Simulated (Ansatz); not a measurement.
Cell and atoms:

```
Co
1.0
     2.48736    0.00000    0.00000
    -1.24368    2.15412    0.00000
     0.00000    0.00000    4.06329
Co
2
Direct
  0.66667 0.33333 0.25986
  0.33333 0.66667 0.74014
```

Question: Work out the structure from the coordinates.

Answer: The element is cobalt. It is primitive hexagonal, space group P-3m1 (No. 164). The cell holds two atoms. Co is surrounded by twelve Co in an anticuboctahedral arrangement at 2.42 to 2.55 Å. The bonds build a three-dimensional framework.

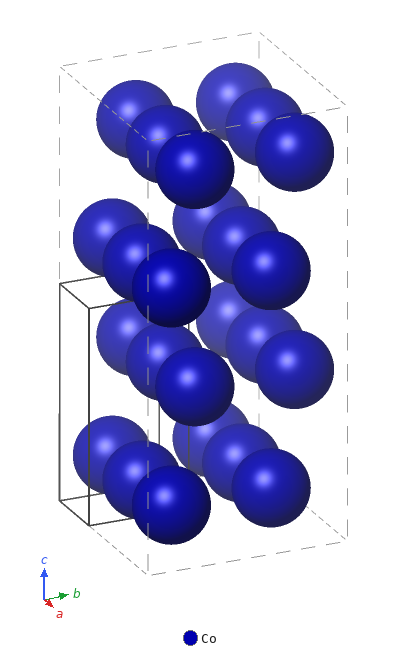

Crystal structure, spheres-only style, seen slightly off an axis. Solid lines give the conventional unit cell, repeated here 3×2×2 times.

Provenance: a structure listed in the Materials Project. Earlier steps of the study, as a rule a relaxation of our own, may have changed the cell and positions, so they can lie some per cent off the listed ones. Ansatz was used for an electronic-structure calculation on it.
